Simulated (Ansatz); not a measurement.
System: Tl, space group Fm-3m (No. 225) (one of a set of cubic test structures, which need not be the stable phase).

Input of one of the runs behind the figure:
```
crystal:
  lattice:
    - [0.0, 2.481835977845, 2.481835977845]
    - [2.481835977845, 0.0, 2.481835977845]
    - [2.481835977845, 2.481835977845, 0.0]
  atoms:
    - { symbol: Tl, position: [0, 0, 0] }
kpoints:
  mp_grid: { grid: [12, 12, 12] }
hamiltonian:
  xc: r2scan
  pseudopotentials: { kind: paw, source: ansatz }
scf:
  occupations: { method: fermi_dirac, width: 0.1 }
  convergence: { dr2_threshold: "1e-9 eV" }
  max_iter: 300
output:
  forces: true
  stress: true
basis:
  xc_grid: 2
```

Run as:
```bash
ansatz run input.yaml --threads 1
```

Computed with Ansatz 0.2.0 development build: equation of state of a cubic crystal from periodic Kohn-Sham density functional theory without spin, third-order Birch-Murnaghan fit to the free energies; pressure corrected for the finite basis. Level: r2SCAN, no spin-orbit coupling.

structure type fcc; atoms in cell 1; space group number 225; lattice centring face-centred primitive; k mesh 12×12×12; occupation method Fermi–Dirac; occupation width 0.1 eV; wave cutoff 460 eV; datasets hand-made PAW; density tolerance 1e−09 eV; bands 15; density cutoff ratio 4; search for lower states default; xc grid level 2.

Predict the energy above the lowest point and pressure against volume. The volume takes the values 28.70, 29.64, 30.57, 31.51, 32.45 Å³/atom.

A third-order Birch–Murnaghan fit gives V0 = 29.96 Å³/atom, B0 = 31.9 GPa and B′ = 5.4. The energy above the lowest point is 5.4 meV/atom at volume 28.70 Å³/atom and 17.0 meV/atom at 32.45 Å³/atom; the lowest computed point is at volume 29.64 Å³/atom (0.0 meV/atom), and no other minimum shows. The pressure falls from 1.529 GPa at volume 28.70 Å³/atom to −2.053 GPa at 32.45 Å³/atom, and changes sign near 29.98 Å³/atom.

| volume (Å³/atom) | energy above the lowest point (meV/atom) | pressure (GPa) |
| --- | --- | --- |
| 28.70 | 5.4 | 1.529 |
| 29.64 | 0.0 | 0.350 |
| 30.57 | 0.9 | −0.610 |
| 31.51 | 6.8 | −1.406 |
| 32.45 | 17.0 | −2.053 |

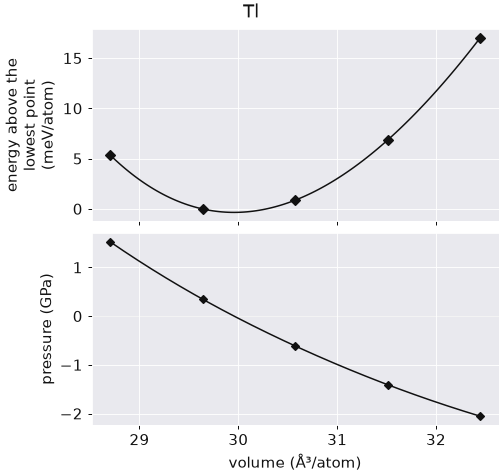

Limits of the calculation: cubic model structure, not the ambient form; no spin-orbit coupling with 6p elements.
